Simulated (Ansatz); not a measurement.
# V2O3: what the fields show

```cif
data_structure
_symmetry_space_group_name_H-M 'P 1'
_symmetry_Int_Tables_number 1
_cell_length_a 4.9418
_cell_length_b 4.9418
_cell_length_c 13.9903
_cell_angle_alpha 90.000
_cell_angle_beta 90.000
_cell_angle_gamma 120.000
_cell_volume 295.89
loop_
_atom_site_label
_atom_site_type_symbol
_atom_site_fract_x
_atom_site_fract_y
_atom_site_fract_z
_atom_site_occupancy
O1 O 0.70000 0.70000 0.75000 1
O2 O 0.03333 0.36667 0.41667 1
O3 O 0.36667 0.03333 0.08333 1
O4 O 0.00000 0.30000 0.75000 1
O5 O 0.33333 0.96667 0.41667 1
O6 O 0.66667 0.63333 0.08333 1
O7 O 0.30000 0.00000 0.75000 1
O8 O 0.63333 0.66667 0.41667 1
O9 O 0.96667 0.33333 0.08333 1
O10 O 0.63333 0.96667 0.91667 1
O11 O 0.96667 0.63333 0.58333 1
O12 O 0.30000 0.30000 0.25000 1
O13 O 0.33333 0.36667 0.91667 1
O14 O 0.66667 0.03333 0.58333 1
O15 O 0.00000 0.70000 0.25000 1
O16 O 0.03333 0.66667 0.91667 1
O17 O 0.36667 0.33333 0.58333 1
O18 O 0.70000 0.00000 0.25000 1
V1 V 0.66667 0.33333 0.98333 1
V2 V 0.00000 0.00000 0.65000 1
V3 V 0.33333 0.66667 0.31667 1
V4 V 0.00000 0.00000 0.85000 1
V5 V 0.33333 0.66667 0.51667 1
V6 V 0.66667 0.33333 0.18333 1
V7 V 0.66667 0.33333 0.68333 1
V8 V 0.00000 0.00000 0.35000 1
V9 V 0.33333 0.66667 0.01667 1
V10 V 0.33333 0.66667 0.81667 1
V11 V 0.66667 0.33333 0.48333 1
V12 V 0.00000 0.00000 0.15000 1
```

Space group R-3c; not relaxed (largest force 0.8 eV/Å); computed pressure about −6 GPa in this cell; spin-polarised.

Computed with DFT, PBEsol, PAW, plane waves, scalar-relativistic in Ansatz.

In a PAW calculation such maps are meaningful between the atoms, not at the nuclei.

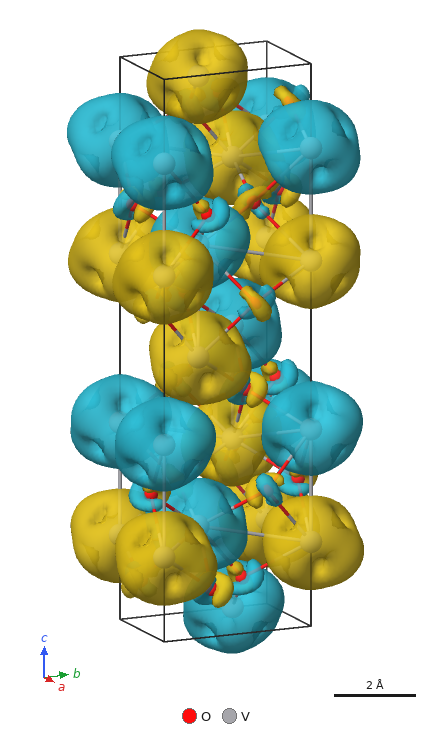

Figure 1. Isosurfaces of the magnetisation density (up minus down) at +0.03 (yellow) and −0.03 e/Å³ (cyan), seen slightly off an axis. Sticks mark near contacts.

Q: Describe the spin distribution.

A: The spin density sits on V: +1.1 μB (×6) and −1.1 μB (×6) in one cell of 30 atoms: antiferromagnetic in this solution, which needn't be the ground state, with every nearest magnetic neighbour opposed. The cell of the calculation (10 atoms) carries 0.0 μB of net spin moment.

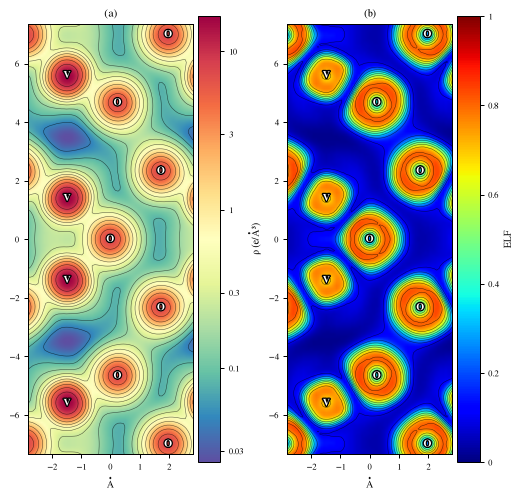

Figure 2. (a) valence pseudo-density; (b) ELF on the (100) plane of the cell of the magnetic structure.

Q: Interpret the plot.

A:
- The section cuts through O and V sites.
- V–O (1.97 Å): the density is about 0.65 e/Å³ at the midpoint; the ELF peaks at about 0.85 in the valence shell of O, 0.6 Å from its nucleus, and is about 0.20 at the midpoint; no shared electron pair shows on this line.
- V–V (2.80 Å): ρ at the midpoint is about 0.23 e/Å³; the ELF is about 0.15 at the midpoint: no localised pair shows between them.
- V–O (2.04 Å): ρ at the midpoint is about 0.55 e/Å³; the ELF peaks at about 0.85 in the valence shell of O, 0.6 Å from its nucleus, and is about 0.15 at the midpoint (no localised pair shows between them).
- Between the atoms the lowest density in this plane is 0.03 e/Å³.
- The features right at V lie inside the PAW spheres, where the map follows smoothed inner orbitals and isn't to be read closely.

Q: Does the calculation make it a metal, or give it a gap?

A: It is metallic or semimetallic at this level of theory: no gap opens; semilocal functionals without U, or without the true magnetic order, often close the gap of such compounds.
